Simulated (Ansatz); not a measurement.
**Cr: a changed input and its effect**

System: Cr (P6₃/mmc, 2 atoms in the cell).
Method of run A: DFT, PBEsol, plane waves (420 eV) with PAW, scalar-relativistic, spin-polarised (Ansatz 0.2.0).

Text and figures count atoms from 1; the logs count them from 0 in places.

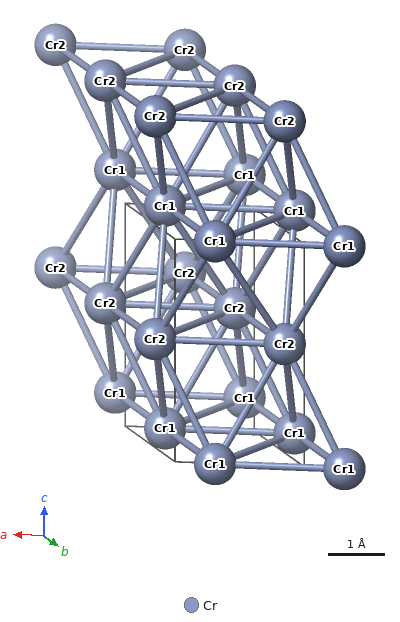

**Figure 1.** The structure as given in the input (ball-and-stick view of the cell of the calculation, repeated 2 × 3 × 2, seen at an oblique angle; atoms are numbered from 1 in the order of the input).

Input file, run A:
```yaml
crystal:
  lattice:
    - [2.3543909928, 0.0, 0.0]
    - [-1.1771954964, 2.0389624102, 0.0]
    - [0.0, 0.0, 4.211019885]
  atoms:
    - { symbol: Cr, position: [0.3333333333, 0.6666666667, 0.25], spin: 1.5 }
    - { symbol: Cr, position: [0.6666666667, 0.3333333333, 0.75], spin: 1.5 }
hamiltonian:
  xc: pbesol
  pseudopotentials:
    kind: paw
    azcp:
      Cr: "pseudopotentials/Cr.paw.azcp"
basis:
  ecutwfc: 420
  fft_grid_basis: typed
kpoints:
  mp_grid: { grid: [16, 16, 8], shift: [0, 0, 0] }
magnetization:
  spin_polarized: true
scf:
  occupations: { method: fermi_dirac, width: 0.05 }
  lower_state_search: "off"
output:
  stress: true
```

Hardware: 2 threads of an x86-64 CPU, shared host.

Output, shortened to warnings, some set-up lines, iterations and results (run A):
```
Warning: [file] the record states the generating functional pbe (its physics header spells it `PBE`), which answers neither for hamiltonian.xc's functional nor for the pbesol family's — results may be inconsistent (PPs are generated against a specific XC)
WARN: the starting moments were not kept: the SCF closed with an absolute magnetisation of 4.3e-6 μB, where they sum to 3 μB in size (2 sites). That is at most 0.1 of that sum. Measured as dr2_m measures the in/out step, that magnetisation stands 6.8e-12 eV from none, at or under the dr2_threshold of 1.0e-7 eV: it is no larger than a step whose dr2_m would equal this threshold. The system may …
Basis set: ecut = 420 eV, 387 PW (Γ)
Symmetry: 24 space group operations
k-points: 150 of 2048
Initial density: superposition of atomic densities (chi_scale 0.1, normalization cell)
[...]
SCF iter   1: F=—  HF=-6699.421220 eV  |F-HF|=—  |Δ(HF+E_count)|=         —  Δρ=2.21e-1 (↑2.21e-1 ↓5.98e-2)  dr2=8.91e0  dr2_m=2.18e0  M=1.180 μB ∫|m|=1.180 μB  β_m=0.30  …
SCF iter   2: F=—  HF=-6697.712394 eV  |F-HF|=—  |Δ(HF+E_count)|=    1.71e0  Δρ=1.36e-1 (↑1.36e-1 ↓4.65e-2)  dr2=2.75e0  dr2_m=1.12e0  M=1.107 μB ∫|m|=1.107 μB  β_m=0.30  …
SCF iter   3: F=—  HF=-6697.045492 eV  |F-HF|=—  |Δ(HF+E_count)|=   6.67e-1  Δρ=5.90e-2 (↑5.08e-2 ↓5.90e-2)  dr2=6.53e-2  dr2_m=5.13e-1  M=1.105 μB ∫|m|=1.105 μB  β_m=0.30  …
SCF iter   4: F=—  HF=-6697.062196 eV  |F-HF|=—  |Δ(HF+E_count)|=   1.67e-2  Δρ=4.89e-2 (↑4.89e-2 ↓4.24e-2)  dr2=9.76e-3  dr2_m=3.86e-1  M=0.935 μB ∫|m|=0.935 μB  β_m=0.30  …
SCF iter   5: F=—  HF=-6697.105500 eV  |F-HF|=—  |Δ(HF+E_count)|=   4.33e-2  Δρ=3.90e-2 (↑3.72e-2 ↓3.90e-2)  dr2=5.88e-4  dr2_m=2.69e-1  M=0.810 μB ∫|m|=0.810 μB  β_m=0.30  …
[... 8 lines ...]
SCF iter  14: F=—  HF=-6697.225351 eV  |F-HF|=—  |Δ(HF+E_count)|=   1.60e-6  Δρ=8.71e-5 (↑4.88e-5 ↓8.71e-5)  dr2=1.51e-6  dr2_m=4.13e-7  M=0.000 μB ∫|m|=0.000 μB  β_m=0.69  …
SCF iter  15: F=-6697.225350 eV  HF=-6697.225350 eV  |F-HF|=1.98e-9  |Δ(HF+E_count)|=   2.03e-7  Δρ=1.61e-5 (↑1.39e-5 ↓1.61e-5)  dr2=3.43e-8  dr2_m=3.08e-8  M=0.000 μB …
SCF iter  16: F=-6697.225350 eV  HF=-6697.225350 eV  |F-HF|=4.41e-10  |Δ(HF+E_count)|=   2.91e-8  Δρ=2.23e-6 (↑2.23e-6 ↓2.02e-6)  dr2=8.55e-10  dr2_m=5.13e-10  M=0.000 μB …
SCF iter  17: F=-6697.225350 eV  HF=-6697.225350 eV  |F-HF|=1.18e-11  |Δ(HF+E_count)|=  3.27e-10  Δρ=2.76e-7 (↑1.93e-7 ↓2.76e-7)  dr2=2.06e-12  dr2_m=9.64e-12  M=-0.000 μB …
SCF 1 converged in 17 iterations: F = -6697.225350 eV  dr2 = 2.06e-12
SCF converged after 17 iterations
Magnetization: -0.0000 μB (14.0000 up, 14.0000 down)
Absolute magnetization: 0.0000 μB (∫|ρ↑−ρ↓|, with the PAW one-centre terms)
Spin contamination: 0.0000 ħ² per cell (⟨S²⟩ above its minimum at these occupations)
Per-site moments (μB) at R_I (Å): [(-1.5856984500008062e-6, 0.9711862845285556), (-1.5856984499839437e-6, 0.9711862845285556)]
Free energy (F): -6697.225350 eV
Harris-Foulkes:  -6697.225350 eV  (|F-HF|=1.18e-11)
Internal energy: -6697.202581 eV  (E = F + TS)
E sigma→0 (E₀):  -6697.213966 eV
Entropy (-TS):   -0.022769 eV (-11.385 meV/atom)
Fermi energy:    22.294323 eV
--- Per-component energies (eV) ---
  E_band       = -200.448480
  E_kinetic    = 697.817436
  E_local      = -2132.933876  (includes V_loc(G=0)·N_el)
  E_nonlocal   = 165.074037
  E_hartree    = 957.272875
  E_xc         = -281.398111
  E_vxc        = -360.764698  (∫ρ·V_xc dr)
  E_paw        = -2338.001799  (= ΣΔE_a)
  E_vpaw       = -484.187909  (= ΣTr[D̂ρ^β])
  E_aug_tail   = 0.000740  (compensation charges beyond the density's cutoff)
  E_ewald      = -3765.353882
  E_core_change = 0.319999  (= ΣΔE_core)
  E_smearing   = -0.022769  (= −TS)
  E_closure    = 0.000000  (closes the sum)
  Σ components = -6697.225350   (vs F -6697.225350, Δ=0.00e0)
--- Stress (GPa, compression-positive) ---
       44.276680       0.000000       0.000000
        0.000000      44.276680       0.000000
        0.000000       0.000000      39.352880
  P = ⅓ Tr σ = 42.6354 GPa (426.354 kbar)
```

The input of run B differs as follows (lines with − go, lines with + come):
```diff
-    - [2.3543909928, 0.0, 0.0]
-    - [-1.1771954964, 2.0389624102, 0.0]
-    - [0.0, 0.0, 4.211019885]
+    - [2.3895363384, 0.0, 0.0]
+    - [-1.1947681692, 2.0693991723, 0.0]
+    - [0.0, 0.0, 4.2738801956]
```

How does run B compare with run A?

With the same functional and potentials, run B lies 96.8 meV per atom lower. The pressure goes from 42.64 to 25.44 GPa. The volume per atom goes from 10.11 to 10.57 Å³. The cell is scaled evenly with the atoms at fixed fractional positions, so −ΔP/Δ ln V estimates the bulk modulus midway between the two volumes: about 390 GPa. The SCF takes 18 iterations against 17.

Output, shortened to warnings, some set-up lines, iterations and results (run B):
```
Warning: [file] the record states the generating functional pbe (its physics header spells it `PBE`), which answers neither for hamiltonian.xc's functional nor for the pbesol family's — results may be inconsistent (PPs are generated against a specific XC)
WARN: the starting moments were not kept: the SCF closed with an absolute magnetisation of 6.0e-6 μB, where they sum to 3 μB in size (2 sites). That is at most 0.1 of that sum. Measured as dr2_m measures the in/out step, that magnetisation stands 1.5e-11 eV from none, at or under the dr2_threshold of 1.0e-7 eV: it is no larger than a step whose dr2_m would equal this threshold. The system may …
Basis set: ecut = 420 eV, 387 PW (Γ)
Symmetry: 24 space group operations
k-points: 150 of 2048
Initial density: superposition of atomic densities (chi_scale 0.1, normalization cell)
[...]
SCF iter   1: F=—  HF=-6699.825274 eV  |F-HF|=—  |Δ(HF+E_count)|=         —  Δρ=2.20e-1 (↑2.20e-1 ↓5.90e-2)  dr2=9.76e0  dr2_m=2.15e0  M=1.195 μB ∫|m|=1.195 μB  β_m=0.30  …
SCF iter   2: F=—  HF=-6697.951122 eV  |F-HF|=—  |Δ(HF+E_count)|=    1.87e0  Δρ=1.32e-1 (↑1.32e-1 ↓4.40e-2)  dr2=2.90e0  dr2_m=1.07e0  M=1.150 μB ∫|m|=1.150 μB  β_m=0.30  …
SCF iter   3: F=—  HF=-6697.253284 eV  |F-HF|=—  |Δ(HF+E_count)|=   6.98e-1  Δρ=5.61e-2 (↑4.77e-2 ↓5.61e-2)  dr2=7.09e-2  dr2_m=4.74e-1  M=1.161 μB ∫|m|=1.161 μB  β_m=0.30  …
SCF iter   4: F=—  HF=-6697.260368 eV  |F-HF|=—  |Δ(HF+E_count)|=   7.08e-3  Δρ=4.69e-2 (↑4.69e-2 ↓3.99e-2)  dr2=1.13e-2  dr2_m=3.63e-1  M=0.988 μB ∫|m|=0.989 μB  β_m=0.30  …
SCF iter   5: F=—  HF=-6697.300026 eV  |F-HF|=—  |Δ(HF+E_count)|=   3.97e-2  Δρ=3.71e-2 (↑3.54e-2 ↓3.71e-2)  dr2=6.14e-4  dr2_m=2.54e-1  M=0.867 μB ∫|m|=0.867 μB  β_m=0.30  …
[... 9 lines ...]
SCF iter  15: F=-6697.418859 eV  HF=-6697.418859 eV  |F-HF|=2.25e-8  |Δ(HF+E_count)|=   4.32e-7  Δρ=1.59e-5 (↑1.23e-5 ↓1.59e-5)  dr2=1.57e-8  dr2_m=3.41e-8  M=0.000 μB …
SCF iter  16: F=-6697.418859 eV  HF=-6697.418859 eV  |F-HF|=3.93e-10  |Δ(HF+E_count)|=   4.11e-8  Δρ=4.06e-6 (↑4.06e-6 ↓1.76e-6)  dr2=1.45e-9  dr2_m=1.38e-9  M=0.000 μB …
SCF iter  17: F=-6697.418859 eV  HF=-6697.418859 eV  |F-HF|=4.00e-11  |Δ(HF+E_count)|=  9.20e-10  Δρ=8.23e-7 (↑4.51e-7 ↓8.23e-7)  dr2=8.12e-11  dr2_m=4.56e-11  M=0.000 μB …
SCF iter  18: F=-6697.418859 eV  HF=-6697.418859 eV  |F-HF|=7.28e-12  |Δ(HF+E_count)|=    0.00e0  Δρ=2.08e-7 (↑2.08e-7 ↓1.74e-7)  dr2=8.85e-13  dr2_m=6.75e-12  M=-0.000 μB …
SCF 1 converged in 18 iterations: F = -6697.418859 eV  dr2 = 8.85e-13
SCF converged after 18 iterations
Magnetization: -0.0000 μB (14.0000 up, 14.0000 down)
Absolute magnetization: 0.0000 μB (∫|ρ↑−ρ↓|, with the PAW one-centre terms)
Spin contamination: 0.0000 ħ² per cell (⟨S²⟩ above its minimum at these occupations)
Per-site moments (μB) at R_I (Å): [(-2.633953843089601e-6, 0.9856837395851298), (-2.6339538431810034e-6, 0.9856837395851298)]
Free energy (F): -6697.418859 eV
Harris-Foulkes:  -6697.418859 eV  (|F-HF|=7.28e-12)
Internal energy: -6697.394789 eV  (E = F + TS)
E sigma→0 (E₀):  -6697.406824 eV
Entropy (-TS):   -0.024069 eV (-12.035 meV/atom)
Fermi energy:    21.191803 eV
--- Per-component energies (eV) ---
  E_band       = -230.237546
  E_kinetic    = 694.524527
  E_local      = -2210.645822  (includes V_loc(G=0)·N_el)
  E_nonlocal   = 163.703903
  E_hartree    = 981.927084
  E_xc         = -280.407261
  E_vxc        = -359.434131  (∫ρ·V_xc dr)
  E_paw        = -2336.844917  (= ΣΔE_a)
  E_vpaw       = -482.240884  (= ΣTr[D̂ρ^β])
  E_aug_tail   = 0.000683  (compensation charges beyond the density's cutoff)
  E_ewald      = -3709.972986
  E_core_change = 0.319999  (= ΣΔE_core)
  E_smearing   = -0.024069  (= −TS)
  E_closure    = 0.000000  (closes the sum)
  Σ components = -6697.418859   (vs F -6697.418859, Δ=0.00e0)
--- Stress (GPa, compression-positive) ---
       26.502724      -0.000000       0.000000
       -0.000000      26.502724       0.000000
        0.000000       0.000000      23.309733
  P = ⅓ Tr σ = 25.4384 GPa (254.384 kbar)
```

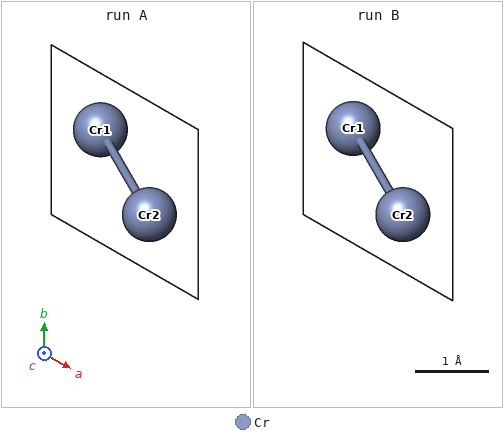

**Figure 2.** The two input geometries at one scale (ball-and-stick view of the cell of the calculation, along the c axis). No atom moves by more than 0.005 Å relative to the cell. The volume changes by +4.5 %, with a = b 2.354 → 2.390 Å (+1.5 %), c 4.211 → 4.274 Å (+1.5 %). Among the contacts that change: Cr1–Cr2 2.506 → 2.544 Å, Cr1–Cr1 2.354 → 2.390 Å.

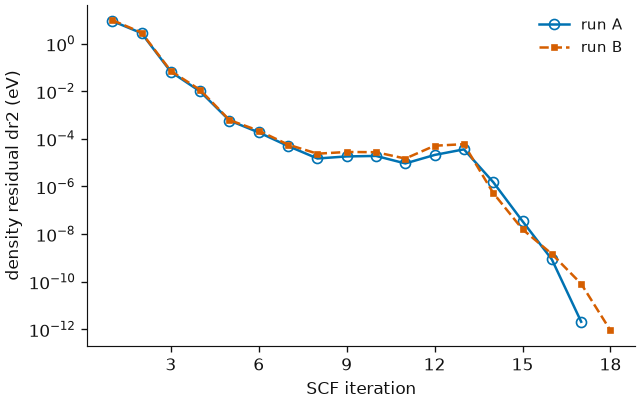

**Figure 3.** Convergence of the two runs: density residual dr2 against the SCF iteration. Run A takes 17 iterations in all, and run B takes 18.

The two runs side by side:

| quantity | run A | run B |
| --- | --- | --- |
| outcome | converged | converged |
| free energy per atom (eV) | −3348.6127 | −3348.7094 |
| energy per atom, smearing taken to zero (eV) | −3348.6070 | −3348.7034 |
| net moment of the cell (μB) | 0.00 | 0.00 |
| absolute moment of the cell (μB) | 0.00 | 0.00 |
| pressure (GPa) | 42.64 | 25.44 |
| volume per atom (Å³) | 10.11 | 10.57 |
| SCF iterations | 17 | 18 |
| irreducible k-points | 150 | 150 |
| plane waves at Γ | 387 | 387 |
| wall time (shared host) | 4.6 s | 5 s |

For both runs: Warnings: the PAW datasets were made with another functional; some starting moments were not kept. For run A: The cell is under a pressure of 43 GPa at this level, so it is not at its equilibrium volume. For run B: The cell is under a pressure of 25 GPa at this level, so it is not at its equilibrium volume.
